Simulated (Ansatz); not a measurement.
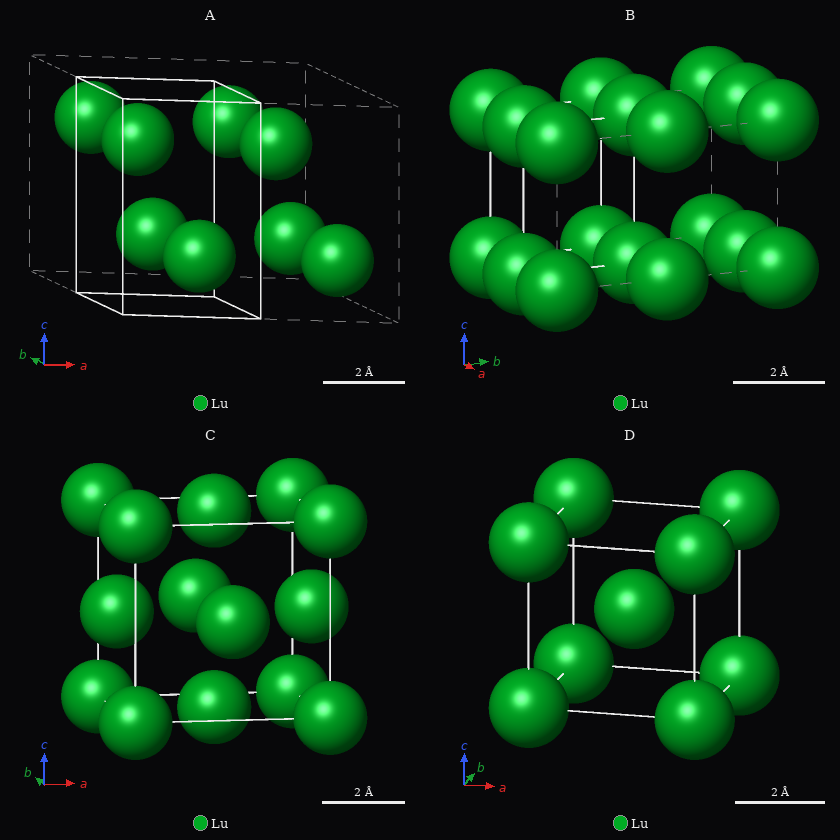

Four structures of Lu, each relaxed to rest (conventional cells in solid outline, small ones repeated, each panel with its own scale). Method: Ansatz 0.2.0, DFT PBE, scalar-relativistic, plane waves, PAW, without spin polarisation.

### Give the type and space group of each panel.

A: hexagonal close-packed (Mg type), P6_3/mmc; B: simple hexagonal, P6/mmm; C: face-centred cubic (Cu type), Fm-3m; D: body-centred cubic (W type), Im-3m.

### Which of these is lowest in energy, and how far above it do the others lie?

A, then C (+42 meV/atom), D (+143 meV/atom) and B (+492 meV/atom), energies at zero smearing.

### Collect the results in a table.

| panel | structure | E − E(lowest) (meV/atom) | volume (Å³/atom) | gap (eV) |
| --- | --- | --- | --- | --- |
| A | P6_3/mmc | 0 | 29.1 | metal |
| C | Fm-3m | 42 | 28.9 | metal |
| D | Im-3m | 143 | 29.6 | metal |
| B | P6/mmm | 492 | 31.0 | metal |

Some of these may be structure types tried for this composition rather than known phases, and the most stable form need not be among them. Gaps are taken on the k-mesh or band path of each run.
